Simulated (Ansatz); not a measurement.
MgS

The calculation's input:

```
crystal:
  lattice:
    - [0.0, 2.8308768412, 2.745950536]
    - [2.8308768412, 0.0, 2.745950536]
    - [2.8308768412, 2.8308768412, 0.0]
  atoms:
    - { symbol: Mg, position: [0.0, 0.0, 0.0] }
    - { symbol: S, position: [0.25, 0.25, 0.25] }
kpoints:
  mp_grid: { grid: [6, 6, 6] }
  band_path:
    path:
      - [0.0, 0.0, 0.0]
      - [-0.5, -0.5, 0.0]
      - [-0.375, -0.375, 0.25]
      - [-0.375, 0.0, 0.375]
      - [0.0, 0.0, 0.5]
      - [-0.5, -0.25, 0.25]
    npoints: 1
hamiltonian:
  xc: hse06
scf:
  occupations: { method: fixed }
  n_extra_bands: 4
output:
  forces: true
  stress: true
  eigenvalues: true
  write_density: true
  write_potential: true
  elf: true
  volumetric_format: npy
```

Below, planes, directions and counts refer to the conventional cell (a = 4.00 Å, b = 4.00 Å, c = 5.49 Å, α = 90.00°, β = 90.00°, γ = 90.00°).

Space group I-4m2; started from the zincblende prototype, which need not be the ambient phase; changed on purpose from its base cell (uniaxial z strain -3.0%).

Computed with Ansatz, DFT, HSE06, plane waves, PAW.

In a PAW calculation such maps are meaningful between the atoms, not at the nuclei.

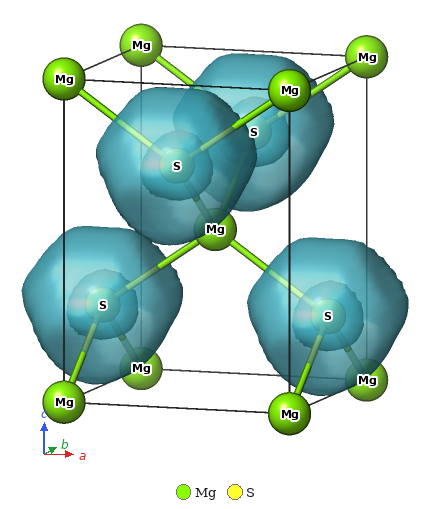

Figure 1. Isosurface of the electron localisation function at 0.75 (cyan), seen slightly off an axis. Only the valence region is drawn (cores and ρ < 0.01 e/Å³ removed). Sticks mark near contacts.

> Describe the localisation domains.

At this value the surface marks out two regions wrapped around S (the valence shell of each), counted in one cell of 4 atoms. Any copies at cell faces, edges or corners count once. Along the contacts the grid gives the following. Mg–S (2.43 Å): the ELF peaks at about 0.90 in the valence shell of S, 0.9 Å from its nucleus, and falls to about 0.05 next to Mg; a closed-shell, largely ionic contact.

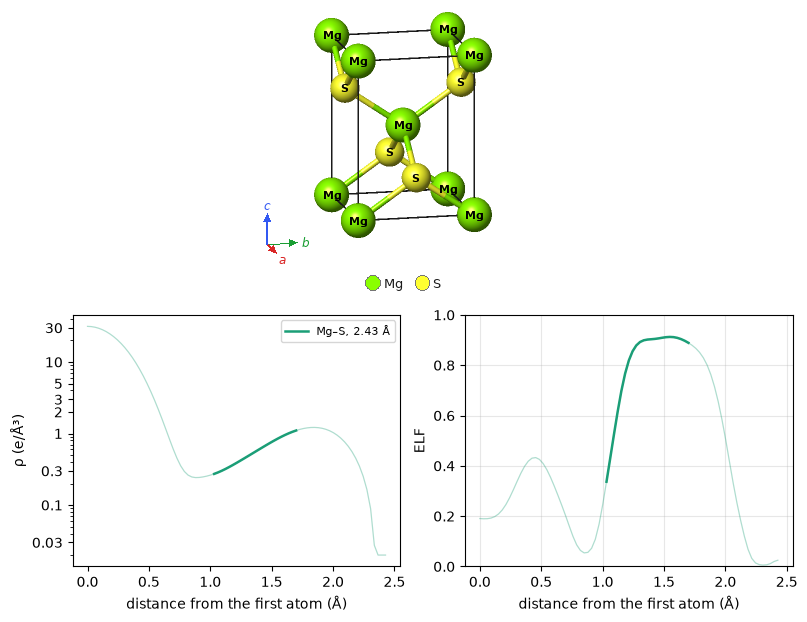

Figure 2. Valence charge density (pseudo) and electron localisation function along straight lines between neighbouring atoms. Thin, pale parts lie inside the atomic spheres. The structure is drawn too.

> What can be read from the curves?

Mg–S (2.43 Å): the density is about 0.39 e/Å³ at the midpoint; the ELF peaks at about 0.90 in the valence shell of S, 0.9 Å from its nucleus, and falls to about 0.05 next to Mg (a largely ionic contact).

> Metal or insulator at this level of theory?

It is gapped, with a Kohn–Sham gap of 4.6 eV on the k-point mesh (the band edges may lie off the mesh, which would make the gap smaller).
